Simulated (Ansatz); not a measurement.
# TiO2: what the fields show

Input file:

```
crystal:
  lattice:
    - [-2.97316, 3.287369, 3.287402]
    - [2.97316, -3.287369, 3.287402]
    - [2.97316, 3.287369, -3.287402]
  atoms:
    - { symbol: Ti, position: [0.0, 0.5, 0.0] }
    - { symbol: Ti, position: [0.0, 0.0, 0.5] }
    - { symbol: Ti, position: [0.495245, 0.245245, 0.25] }
    - { symbol: Ti, position: [0.504755, 0.754755, 0.75] }
    - { symbol: O, position: [0.695081, 0.69523, 0.500149] }
    - { symbol: O, position: [0.695081, 0.194932, 0.999851] }
    - { symbol: O, position: [0.804516, 0.749617, 0.054899] }
    - { symbol: O, position: [0.194718, 0.749617, 0.445101] }
    - { symbol: O, position: [0.805282, 0.250383, 0.554899] }
    - { symbol: O, position: [0.304919, 0.805068, 0.000149] }
    - { symbol: O, position: [0.195484, 0.250383, 0.945101] }
    - { symbol: O, position: [0.304919, 0.30477, 0.499851] }
hamiltonian:
  xc: pbesol
  pseudopotentials: { kind: paw }
kpoints:
  mp_grid: { grid: [6, 6, 6] }
  band_path:
    path:
      - [[0.0, 0.0, 0.0], [-0.5, 0.0, 0.0], [-0.5, -0.5, 0.5], [0.0, 0.0, 0.0], [0.4544894662, -0.4544894662, -0.4544894662], [-0.25, -0.25, -0.25], [0.0, -0.5, 0.0], [-0.4544894662, -0.5455105338, 0.4544894662], [-0.5, -0.5, 0.5]]
      - [[-0.5, 0.0, 0.0], [-0.25, -0.25, -0.25]]
    npoints: 10
scf:
  occupations: { method: fermi_dirac, width: 0.05 }
  n_extra_bands: 30
output:
  forces: true
  stress: true
  eigenvalues: true
  fatbands: false
  write_density: true
  write_potential: true
  elf: true
  volumetric_format: npy
```

Run with:

```sh
ansatz run input.yaml --threads 4 --pin off --max-ram 11264MiB --backend cpu --events-out ev --progress --plain --runs-dir out
```

Below, planes, directions and counts refer to the conventional cell (a = 5.95 Å, b = 6.57 Å, c = 6.57 Å, α = 90.00°, β = 90.00°, γ = 90.00°).

Space group Imma; a structure from a database of computed crystals, not necessarily the ambient phase; computed pressure about −8 GPa in this cell.

All numbers below come from Ansatz 0.2.0, Kohn-Sham DFT of a periodic cell, PBEsol, Ansatz PAW.

In a PAW calculation such maps are meaningful between the atoms, not at the nuclei.

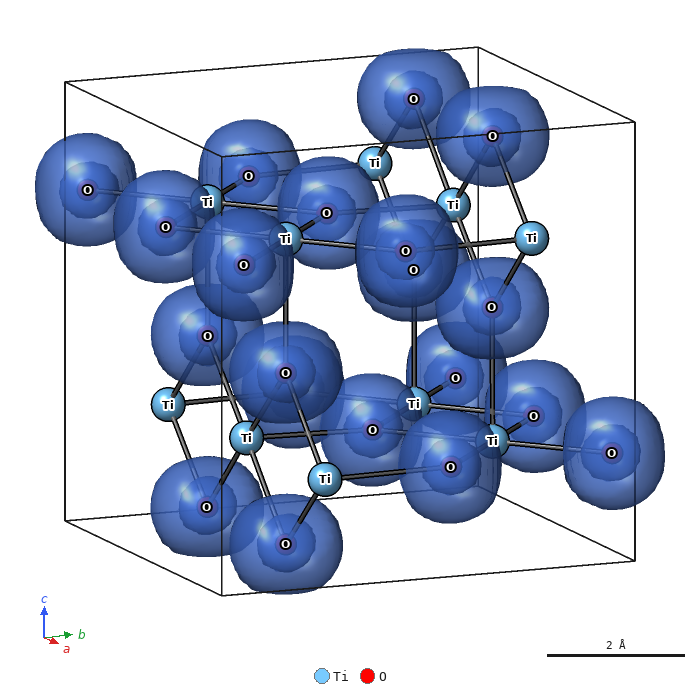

Figure 1. Isosurface of the electron localisation function at 0.75 (blue), seen slightly off an axis. Only the valence region is drawn (cores and ρ < 0.01 e/Å³ removed). Sticks mark near contacts.

Question: Identify the bonds, lone pairs and shells in this picture.

Answer: The ELF exceeds this value in 16 regions wrapped around O (the valence shell of each), counted in one cell of 24 atoms. Any copies at cell faces, edges or corners count once.


Ti–O (1.94 Å): the ELF peaks at about 0.80 in the valence shell of O, 0.6 Å from its nucleus, and is about 0.20 at the midpoint (no shared electron pair shows on this line). Ti–O (1.98 Å): the ELF peaks at about 0.85 in the valence shell of O, 0.6 Å from its nucleus, and is about 0.20 at the midpoint: no shared electron pair shows on this line.

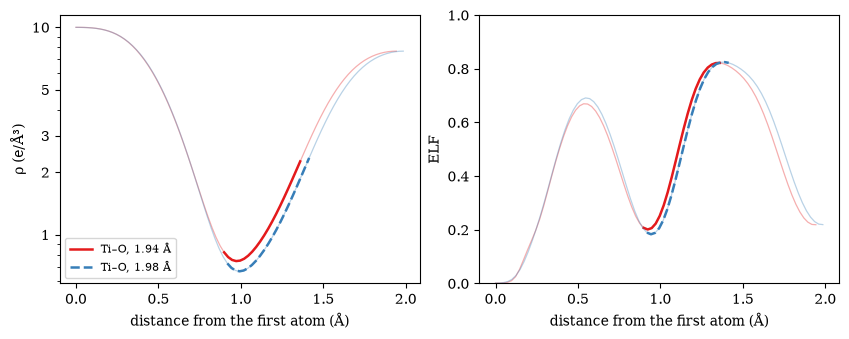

Figure 2. Valence charge density (pseudo) and ELF along straight lines between neighbouring atoms. Thin, pale parts lie inside the atomic spheres.

Question: What can be read from the curves?

Answer: Ti–O (1.94 Å): ρ at the midpoint is about 0.75 e/Å³; the ELF peaks at about 0.80 in the valence shell of O, 0.6 Å from its nucleus, and is about 0.20 at the midpoint (no localised pair shows between them).
Ti–O (1.98 Å): ρ at the midpoint is about 0.67 e/Å³; the ELF peaks at about 0.85 in the valence shell of O, 0.6 Å from its nucleus, and is about 0.20 at the midpoint; no localised pair shows between them.

Question: Does the calculation give a band gap?

Answer: It is gapped, with a Kohn–Sham gap of 1.8 eV on the k-point mesh, an upper bound to the gap of this method.
